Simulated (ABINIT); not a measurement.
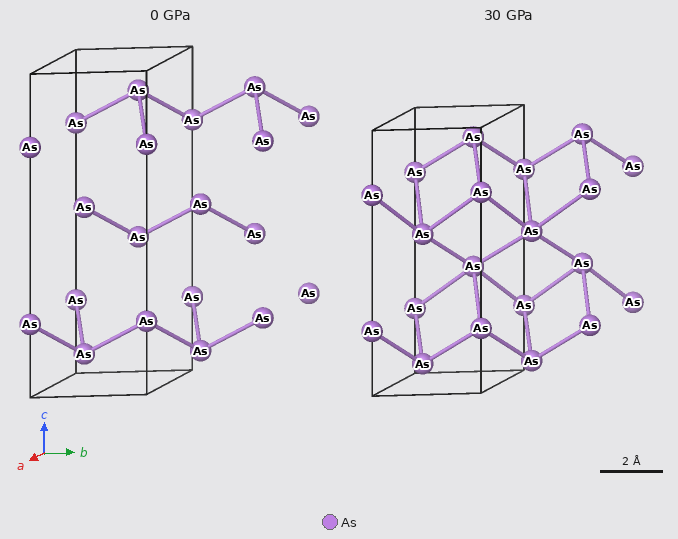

A crystal of As (set up in R-3m), relaxed (cell and atoms) at several target pressures. The picture shows the first and the last member. A ball-and-stick model of the conventional cell (3 times the calculation's cell), repeated 1 × 2 × 1 with one cell outlined, seen slightly off an axis. Lengths and directions refer to the drawn axes.

Computed with ABINIT 10.8.3: PBE, JTH PAW PBE v2.0. Settings: plane-wave cutoff 408.2 eV; k-point mesh 9 × 9 × 9; occupations fermi-dirac; smearing width 0.05 eV; no spin polarisation.

```tsv
pressure (GPa)	volume (Å³/atom)	a (Å)	c (Å)
0	22.615	3.810	10.795
5	20.391	3.769	9.944
10	?	?	?
20	17.461	3.642	9.122
30	16.265	3.566	8.860
```

Q: One row is withheld. What does the calculation give there?

A: Murnaghan's form V = V₀(1 + B′P/B₀)^(−1/B′), with V₀ = 22.615 Å³ from the row at zero pressure, fits the other rows with B₀ = 38.1 GPa and B′ = 4.77 (largest miss 0.074 Å³). At 10 GPa it gives 22.615 × (1 + 4.77 × 10/38.1)^(−1/4.77) = 19.076 Å³ per atom. The calculation gives 19.105 Å³/atom (a = 3.718 Å, c = 9.575 Å). The estimate is 0.029 Å³/atom too low. From the first member to the last: As–As 3.187 → 2.600 Å, As–As 2.551 → 2.471 Å. New bonds form, among them: As–As (3.19 → 2.60 Å).

The whole series:

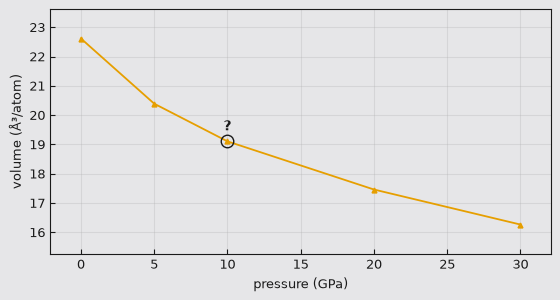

Each member starts from this one structure; whether another phase lies lower wasn't checked.
